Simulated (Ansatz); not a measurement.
**Si1024, 1024 atoms: cost of a run**

Wanted: the time that a single point at PBE takes for Si1024.

Program: Ansatz 0.2.0 (single point, PBE, plane waves PAW). Host: Intel Xeon 6975P-C (Granite Rapids), 96 cores, 190 hardware threads, 362 GiB; it was booked for these runs alone, one at a time. Each run is timed once from launch to exit, start-up included.

### 1 The job

The cell holds 1024 atoms in 20649 Å³, 8×8×8 copies of a database cell, with the atoms displaced at random so that no symmetry is left.

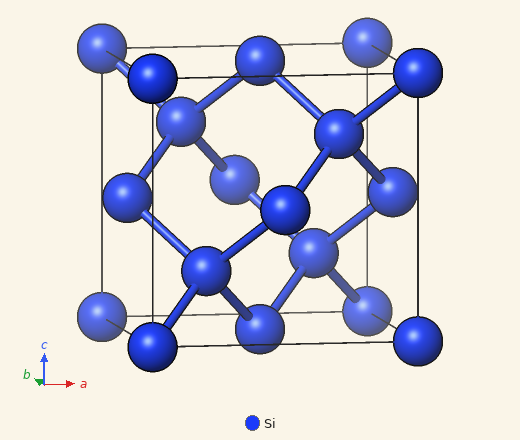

The parent crystal in its conventional cell, ideal positions, seen slightly off an axis (silicon blue).

### 2 Baseline

Input file input.yaml:

```yaml
crystal:
  lattice:
    - [0.000000, 21.774808, 21.774808]
    - [21.774808, 0.000000, 21.774808]
    - [21.774808, 21.774808, 0.000000]
  atoms:
    - { symbol: Si, position: [0.034287, 0.030389, 0.031763] }
    - { symbol: Si, position: [0.000190, 0.001085, -0.001821] }
    - { symbol: Si, position: [0.030711, 0.030274, 0.154854] }
    - { symbol: Si, position: [-0.001096, -0.000666, 0.124627] }
    - { symbol: Si, position: [0.030072, 0.031798, 0.280539] }
    - { symbol: Si, position: [-0.004154, 0.001547, 0.249491] }
    - { symbol: Si, position: [0.030284, 0.031599, 0.406549] }
    - { symbol: Si, position: [0.000069, -0.001110, 0.375249] }
    - { symbol: Si, position: [0.029253, 0.033125, 0.529606] }
    - { symbol: Si, position: [-0.000268, 0.000025, 0.500284] }
    - { symbol: Si, position: [0.030930, 0.031877, 0.651529] }
    - { symbol: Si, position: [-0.000304, -0.000376, 0.624268] }
# [... 1008 more atoms ...]
    - { symbol: Si, position: [0.904414, 0.905320, 0.782598] }
    - { symbol: Si, position: [0.876534, 0.873375, 0.749196] }
    - { symbol: Si, position: [0.905608, 0.907519, 0.907448] }
    - { symbol: Si, position: [0.875793, 0.873346, 0.875261] }
kpoints:
  mp_grid: { grid: [1, 1, 1] }
hamiltonian:
  xc: pbe
  pseudopotentials: { azcp: { folder: soft_1 } }
scf:
  occupations: { method: fixed }
output: { forces: true }
```

Launch:

```console
ansatz run input.yaml --backend cpu --events-out ev --progress --plain --runs-dir out
```

The log of the run (excerpt; [...] marks lines left out):

```text
pinning: not binding workers (pin `auto` leaves the workers unbound: the CPU quota is narrower than the CPUs that the planning thread may run on, so engines sharing the machine would bind the same CPUs; pin `on` binds them even so)
[...]
Pseudopotentials: kind: paw
Pseudopotential: Si, paw, valence charge 4, recommended cutoff 420 eV (normal), <dir>
Functional definition: PBE
[...]
Crystal: 1024 atoms, lattice volume = 20648.714 Å³
Basis set: ecut = 420 eV, 403717 PW (Γ), exchange–correlation on 432×432×432 points (8 copies of the dense FFT grid, shifted against one another)
Bands: 3072, of which v1, the nominal top of the filled ones, is band 2048 counted from 1 (2047 counted from 0)
Symmetry: 1 space group operations
Space group: P1 (ITA 1), of the structure as read, at distance tolerance 2.7e-4 Å
k-points: 1
[...]
SCF iter   1: F=—  HF=-651127.683426 eV  |F-HF|=—  |Δ(HF+E_count)|=         —  Δρ=4.61e-2  dr2=4.00e2  ethr=3.10e-3  ⟨swp⟩=5.0  Hψ=10587  notcnv=0  defer=1007
[...]
SCF iter  10: F=-651035.329691 eV  HF=-651035.329691 eV  |F-HF|=4.16e-7  |Δ(HF+E_count)|=   1.54e-6  Δρ=5.87e-7  dr2=6.02e-7  ethr=2.44e-11  ⟨swp⟩=4.0  Hψ=6247  notcnv=0
[...]
SCF converged after 10 iterations
Free energy (F): -651035.329691 eV
[...]
E sigma→0 (E₀):  -651035.329691 eV
Fermi energy:    6.223979 eV
[...]
--- Forces (eV/Å), atoms counted from 1 ---
  atom   1  Si     0.05865239    -1.18134390    -1.19122742
  atom   2  Si     0.73941376     0.60857546    -0.18521519
  atom   3  Si     0.24049643     0.29607919    -0.21260469
  atom   4  Si     0.45209044    -0.25963570     0.59299764
  atom   5  Si    -0.45788916     0.33731368    -0.25361332
  atom   6  Si    -0.73880300     0.84205279     0.34835914
  atom   7  Si    -0.17267752     0.10069922     0.46784364
  atom   8  Si     0.35589549    -0.33111617     0.32326537
[...]
```

Wall time 1.8 min, CPU time 2.4 h, peak memory 91 GiB, 10 SCF iterations in all (96 threads).

Size of the job: 1 k-point, 403717 plane waves, 3072 bands, 4096 valence electrons, 1 symmetry operation.

Where the time went (the program's own counters):

| phase | seconds | share of the wall time |
| --- | --- | --- |
| diag | 86 | 79 % |
| density | 7.7 | 7 % |
| forces | 5.9 | 5 % |
| complement_search | 3.4 | 3 % |
| potential | 3 | 3 % |

### 3 Results

| quantity | value |
| --- | --- |
| reference | 1.8 min on 96 threads |

In words: CPU time over wall time is 78, for 96 threads. In the reference run the eigensolver takes 79 % of the time. The figures hold for this build, input and host.
